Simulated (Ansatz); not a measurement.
Zn36O35 (charge +2): geometry relaxation (part 3 of 4)

Zn36O35 (defect cell, 71 atoms in the cell, total charge +2); DFT PBE, scalar-relativistic, plane waves, PAW, no spin polarisation (Ansatz 0.2.0); cutoff 420 eV, 2×2×2 k-mesh, Gaussian smearing of 0.01 eV. The structure derives from a Materials Project entry. It belongs to a series of runs on one base structure; here: O vacancy (site b), charge +2, atoms relaxed at the host's cell.

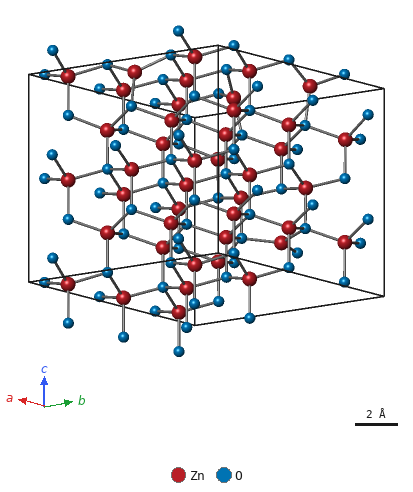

**Figure 1.** The geometry at step 8 of the log (ball-and-stick view of the cell of the calculation, seen at an oblique angle; bonded neighbours outside the cell are drawn too).

### Output, continued
```
  k-point 1: bands = ["-11.2170", "-11.0906", "-10.9395", "-10.9395", "-10.8787", "-10.8787", "-10.8152", "-10.7627", "-10.7627", "-10.7310", ... 181 levels left out ..., "2.4563", "2.4643", "2.4757", "2.4757", "2.4870", "2.4870", "2.5236", "2.5236", "2.5258", "2.5258", "2.5261", "2.5268", "2.5415", "2.5432", "2.5432", "2.5606", "2.5607", "2.5643", "2.5882", "2.5882", "2.6037", "2.6173", "2.6488", "2.6488", "2.9702", "3.0504", "3.0568", "3.0968", "3.0968",
      "3.1285", "3.1357", "3.1864", "3.1864", "3.1920", "3.1920", "3.2174", "3.2322", "3.2322", "3.2690", "3.2851", "3.2851", "3.3127", "3.3127", "3.3460", "3.3630", "3.4177", "3.4177", "3.5089", "3.5089", "3.5096", "3.6687", "3.7540", "3.7540", "3.7886", "3.8076", "3.8559", "3.8560", "3.8855", "3.8855", "3.9315", "4.0274", "4.0274", "4.3193", "4.3193", "4.4091", "4.4548", "4.4548", "4.4811", "4.4872",
      "4.4909", "4.4910", "4.5216", "4.5216", "4.6852", "4.6852", "4.7072", "4.7256", "4.7743", "4.7743", "4.9798", "4.9798", "5.0075", "5.0192", "5.0192", "5.0478", "5.0906", "5.0906", "5.1058", "5.1564", "5.1729", "5.1729", "5.1944", "5.2023", "5.2597", "5.2597", "5.3822", "5.4140", "5.4140", "5.5029", "5.7128", "5.7339", "5.7339", "5.7988", "5.8011", "5.8139", "5.8139", "5.8537", "5.8537", "5.8665",
      "5.8665", "5.8686", "5.9013", "5.9013", "5.9057", "5.9096", "5.9096", "5.9212", "5.9338", "5.9338", "5.9634", "6.0151", "6.0162", "6.0162", "6.0869", "6.0869", "6.4498", "6.4498", "6.6226", "6.6226", "8.2265", "8.4604", "9.6422", "10.4513", "10.4513", "10.7314", "10.9578", "10.9673", "10.9673", "11.0969", "11.0970", "11.1188", "11.1268", "11.1268", "11.1607", "11.2359", "12.2166", "12.4359", "12.6006", "12.6007",
      "12.8151", "12.8151", "13.0776", "13.1797", "13.1798", "13.1988", "13.2008", "13.2008", "13.2700", "13.2700", "14.0378", "14.0713", "14.0714", "14.1373", "14.1461", "14.3035", "14.3670", "14.3670", "14.4945", "14.5131", "14.5132", "14.6701", "14.6702", "14.6771", "14.7726", "14.7726", "14.8707", "14.8708", "15.0094", "15.0094", "15.0283", "15.0605", "15.0606", "15.0641", "15.1204", "15.1326", "15.1326", "15.1836", "15.3287", "15.3831",
      "15.3832", "15.4427", "15.4811", "15.4811", "15.5048", "15.5653", "15.5653", "15.5902", "15.6719", "15.6719", "15.9129"]
  k-point 2: bands = ["-11.1466", "-11.1313", "-10.9956", "-10.9101", "-10.8889", "-10.8464", "-10.8191", "-10.7805", "-10.7710", "-10.7497", ... 181 levels left out ..., "2.4551", "2.4615", "2.4649", "2.4820", "2.4907", "2.4963", "2.4972", "2.5098", "2.5348", "2.5350", "2.5408", "2.5512", "2.5517", "2.5616", "2.5627", "2.5752", "2.5814", "2.6001", "2.6130", "2.6164", "2.6475", "2.6584", "2.6670", "2.6965", "2.7041", "2.7149", "2.8066", "2.8160", "2.8481",
      "2.8735", "2.8921", "2.9596", "3.0081", "3.0214", "3.0480", "3.1135", "3.1611", "3.1834", "3.2236", "3.2258", "3.2479", "3.2720", "3.2902", "3.3074", "3.4459", "3.4517", "3.5098", "3.5827", "3.7869", "3.8477", "3.8700", "3.8748", "3.9337", "3.9528", "3.9586", "4.0678", "4.0848", "4.1194", "4.1576", "4.1865", "4.1929", "4.2490", "4.2522", "4.2752", "4.3655", "4.3763", "4.4276", "4.4329", "4.5297",
      "4.5834", "4.6189", "4.6648", "4.7106", "4.7153", "4.7220", "4.7365", "4.7973", "4.8808", "4.9597", "4.9625", "5.0026", "5.1140", "5.1238", "5.2063", "5.2190", "5.2316", "5.2834", "5.2855", "5.2898", "5.3111", "5.3265", "5.3659", "5.3675", "5.3869", "5.4174", "5.4242", "5.4410", "5.4419", "5.4571", "5.4800", "5.4826", "5.4894", "5.4920", "5.4963", "5.5124", "5.5187", "5.5241", "5.5317", "5.5634",
      "5.5805", "5.5965", "5.6131", "5.6924", "5.7070", "5.7240", "5.7331", "5.7899", "5.9062", "5.9742", "6.0037", "6.0116", "6.0182", "6.0422", "6.0663", "6.0884", "6.3271", "6.4236", "6.4347", "6.5163", "8.5623", "8.7388", "9.7675", "10.1515", "10.3641", "10.4632", "10.6127", "10.7641", "11.1281", "11.4400", "11.5092", "11.6577", "11.7188", "11.7617", "12.1148", "12.2126", "12.2805", "12.2947", "12.3845", "12.5112",
      "12.5421", "12.6448", "12.6494", "12.7823", "12.7952", "12.8355", "12.8768", "12.9011", "12.9242", "13.1863", "13.2374", "13.5572", "13.8216", "13.8472", "13.9525", "14.1345", "14.1986", "14.3608", "14.4613", "14.4770", "14.5405", "14.6342", "14.6564", "14.7085", "14.7387", "14.7676", "14.8579", "14.8742", "14.9239", "14.9401", "14.9876", "15.0108", "15.0443", "15.0927", "15.1268", "15.1658", "15.1908", "15.2130", "15.2217", "15.2365",
      "15.5641", "15.8580", "15.8970", "15.9864", "16.0369", "16.0523", "16.2000", "16.3544", "16.4621", "16.5063", "16.5782"]
  k-point 7: bands = ["-11.1177", "-11.1006", "-11.0108", "-10.9838", "-10.9203", "-10.8760", "-10.7946", "-10.7678", "-10.7640", "-10.7486", ... 181 levels left out ..., "2.4608", "2.4655", "2.4655", "2.4828", "2.4906", "2.4943", "2.4972", "2.5265", "2.5306", "2.5312", "2.5313", "2.5387", "2.5484", "2.5519", "2.5547", "2.5711", "2.5928", "2.6066", "2.6083", "2.6190", "2.6553", "2.6686", "2.6955", "2.7109", "2.8661", "2.8944", "2.9175", "2.9435", "2.9675",
      "2.9742", "2.9847", "3.0168", "3.0413", "3.0926", "3.1203", "3.1645", "3.1826", "3.3241", "3.3544", "3.3612", "3.3729", "3.3866", "3.3960", "3.4260", "3.4359", "3.4557", "3.4597", "3.4770", "3.5049", "3.5129", "3.5386", "3.6414", "4.0436", "4.0487", "4.0986", "4.1268", "4.1274", "4.1550", "4.1931", "4.2065", "4.2599", "4.3374", "4.3647", "4.3937", "4.3953", "4.4692", "4.4980", "4.5093", "4.5273",
      "4.5273", "4.5754", "4.5978", "4.6217", "4.6429", "4.6578", "4.6639", "4.6979", "4.7695", "4.8475", "4.8643", "4.8958", "4.9545", "5.0066", "5.0236", "5.0831", "5.0890", "5.1213", "5.1490", "5.2100", "5.2418", "5.2586", "5.2619", "5.2699", "5.2924", "5.3071", "5.3515", "5.3723", "5.3852", "5.3995", "5.4819", "5.5203", "5.5599", "5.5705", "5.5862", "5.5896", "5.6021", "5.6351", "5.6388", "5.6617",
      "5.6747", "5.7089", "5.7339", "5.7600", "5.7810", "5.7983", "5.9065", "5.9099", "5.9245", "5.9546", "5.9677", "6.0152", "6.1570", "6.1617", "6.1888", "6.2072", "6.2501", "6.3131", "6.3815", "6.4386", "8.8348", "9.2044", "9.3433", "9.5052", "10.1351", "10.2973", "10.6737", "10.7805", "11.1434", "11.4916", "11.6629", "11.9252", "11.9879", "12.0079", "12.0760", "12.1602", "12.1981", "12.2209", "12.3776", "12.4365",
      "12.4408", "12.4879", "12.6393", "12.6926", "12.8267", "12.9312", "12.9426", "13.1617", "13.1875", "13.3058", "13.4831", "13.5898", "13.6364", "13.7414", "13.8331", "13.8597", "14.0969", "14.0983", "14.2703", "14.5945", "14.6637", "14.7614", "14.7849", "14.8299", "14.8667", "14.8725", "14.8996", "14.9455", "15.0011", "15.0296", "15.0311", "15.0658", "15.0887", "15.0951", "15.1728", "15.1800", "15.2070", "15.2556", "15.2626", "15.2713",
      "15.2805", "15.2818", "15.3884", "15.4328", "15.8578", "16.1104", "16.1500", "16.1834", "16.2959", "16.5810", "16.6216"]
--- Relaxed structure (8 steps of the walk, 8 accepted, 0 SCFs on fresh bases) ---
  F+E_penalty+E_count = -139373.08240706 eV   max|allowed force component| = 7.135e-3 eV/Å
  atoms:
    - { symbol: Zn, position: [0.11114906759617044, 0.5553135501533581, 0.29656636015969984] }
    - { symbol: Zn, position: [0.11114920697063066, 0.5553155734703052, 0.7470146714682084] }
    - { symbol: Zn, position: [0.4461591701617381, 0.5565813599910439, 0.2526885942373484] }
    - { symbol: Zn, position: [0.4492994376192201, 0.5581644288260249, 0.7465270871195202] }
    - { symbol: Zn, position: [0.10987521517153924, 0.2203020415624137, 0.2526891856959338] }
    - { symbol: Zn, position: [0.10830222337896538, 0.21716494942269468, 0.7465271460634791] }
    - { symbol: Zn, position: [0.777403044331154, 0.5565814572490133, 0.25268938524973705] }
    - { symbol: Zn, position: [0.775848433100603, 0.5581621812385851, 0.7465287330331477] }
    - { symbol: Zn, position: [0.4444786550053187, 0.2219794920130454, 0.2505659049156775] }
    - { symbol: Zn, position: [0.444481039572843, 0.2219813361266723, 0.7498112546980811] }
    - { symbol: Zn, position: [0.10987571224345621, 0.8890501973131526, 0.2526891074119093] }
    - { symbol: Zn, position: [0.10830080633259559, 0.8906196338621402, 0.746526221953385] }
    - { symbol: Zn, position: [0.777403764135175, 0.22029888876607834, 0.25269010009273213] }
    - { symbol: Zn, position: [0.7758462791559422, 0.21716752879886572, 0.7465275460844081] }
    - { symbol: Zn, position: [0.4461572597339312, 0.8890528832859115, 0.25268818502177026] }
    - { symbol: Zn, position: [0.4493019787549315, 0.890619416224567, 0.7465258966316747] }
    - { symbol: Zn, position: [0.7778144443840065, 0.8886459227700861, 0.2502032246244945] }
    - { symbol: Zn, position: [0.7778145891249896, 0.8886480994487193, 0.748728952239234] }
    - { symbol: Zn, position: [0.8833173799416114, 0.44139900024176437, 0.5047027231927566] }
    - { symbol: Zn, position: [0.8419689687702333, 0.4207200411076198, 0.9846992104594039] }
    - { symbol: Zn, position: [0.22506430785558126, 0.44139806804579407, 0.5047064965072564] }
    - { symbol: Zn, position: [0.2457377821044896, 0.42071957591012005, 0.9846960154989289] }
    - { symbol: Zn, position: [0.8881129992983453, 0.1092454937378306, 0.49897301154554596] }
    - { symbol: Zn, position: [0.8876633805922743, 0.1083428582510286, 0.9979752243736969] }
    - { symbol: Zn, position: [0.5548378462792717, 0.44269188027092016, 0.4987070348973501] }
    - { symbol: Zn, position: [0.5559182105044371, 0.44484872947877685, 1.0010050176664267] }
    - { symbol: Zn, position: [0.2237687721599784, 0.11162487437235336, 0.4987003370738669] }
    - { symbol: Zn, position: [0.22161560306029907, 0.11054643881478986, 1.0010106184414296] }
    - { symbol: Zn, position: [0.8881129725846055, 0.7783481358223366, 0.4989718263122561] }
    - { symbol: Zn, position: [0.8876660869991779, 0.7787933473713148, 0.997977200239423] }
    - { symbol: Zn, position: [0.5548373369747833, 0.11162632593628656, 0.4987028630814781] }
    - { symbol: Zn, position: [0.5559158340359227, 0.11054820531919908, 1.0010079533224925] }
    - { symbol: Zn, position: [0.22506312414734514, 0.7831447335079598, 0.5047084307799365] }
    - { symbol: Zn, position: [0.24573910712583097, 0.8244945656102765, 0.9846939359708128] }
    - { symbol: Zn, position: [0.5572160192932023, 0.7783485414128485, 0.49896944442921015] }
    - { symbol: Zn, position: [0.558111554592585, 0.7787939238523309, 0.9979788035191636] }
    - { symbol: O, position: [0.1111471249992654, 0.5553118909718398, 0.5563733679760346] }
    - { symbol: O, position: [0.44439821118000045, 0.5570155524117033, 0.06174430552550629] }
    - { symbol: O, position: [0.4462066278269714, 0.5560397083989409, 0.5594073042778743] }
    - { symbol: O, position: [0.10944213937801822, 0.2220621066677218, 0.06174416089387398] }
    - { symbol: O, position: [0.11042253993229909, 0.22025463237731507, 0.5594068905099957] }
    - { symbol: O, position: [0.7796032944466695, 0.557015778585306, 0.061745462374930185] }
    - { symbol: O, position: [0.7768159663829576, 0.5560388399847274, 0.5594080846455999] }
    - { symbol: O, position: [0.4444836924278826, 0.221982734658732, 0.06007899758239841] }
    - { symbol: O, position: [0.44447872953647455, 0.2219787796453814, 0.5611290326378822] }
    - { symbol: O, position: [0.10944385990737365, 0.8868572563636788, 0.0617445377822783] }
    - { symbol: O, position: [0.11042215073156919, 0.8896481655191706, 0.5594062029557799] }
    - { symbol: O, position: [0.7796036872894636, 0.2220615880437573, 0.0617446579445249] }
    - { symbol: O, position: [0.7768141551468213, 0.2202565818294482, 0.5594070093103009] }
    - { symbol: O, position: [0.44439833557366365, 0.8868592082862923, 0.061743470658530225] }
    - { symbol: O, position: [0.44620721311902983, 0.8896483500370994, 0.5594064812818136] }
    - { symbol: O, position: [0.7778144208093973, 0.8886439294028737, 0.06052097275191862] }
    - { symbol: O, position: [0.7778128409577034, 0.8886460850087566, 0.5604262356038212] }
    - { symbol: O, position: [0.8870927830664659, 0.4432842435011573, 0.3107299188089577] }
    - { symbol: O, position: [0.8889621973501289, 0.4442212020078738, 0.807535986866498] }
    - { symbol: O, position: [0.2231757427778347, 0.4432840360597453, 0.31073409765231425] }
    - { symbol: O, position: [0.22224278661698993, 0.4442210167656897, 0.8075329473930505] }
    - { symbol: O, position: [0.8888256506418153, 0.11067044031612865, 0.3097901703701706] }
    - { symbol: O, position: [0.8889372699827394, 0.11089372280069731, 0.8103109931026032] }
    - { symbol: O, position: [0.5554360055514753, 0.4438906860343861, 0.3092930332691834] }
    - { symbol: O, position: [0.5556668968066947, 0.44435226407364187, 0.8124258122631672] }
    - { symbol: O, position: [0.22256608520998009, 0.11102145575266786, 0.30928676614264583] }
    - { symbol: O, position: [0.22211161378262773, 0.1107962811632805, 0.8124297555681592] }
    - { symbol: O, position: [0.8888256181694087, 0.777631913309099, 0.30979009037107497] }
    - { symbol: O, position: [0.8889379463194191, 0.7775260450845837, 0.8103125548172619] }
    - { symbol: O, position: [0.5554345775813788, 0.11102207255176495, 0.30928876944764216] }
    - { symbol: O, position: [0.5556661370328895, 0.1107967867772685, 0.8124280240339841] }
    - { symbol: O, position: [0.22317648421671368, 0.7793696844106561, 0.31073726255920747] }
    - { symbol: O, position: [0.22224310148658782, 0.7775033853318833, 0.8075302472056946] }
    - { symbol: O, position: [0.5557894850158568, 0.7776333916088299, 0.30978832042280136] }
    - { symbol: O, position: [0.555570188352247, 0.7775264716716735, 0.8103135578806434] }
```
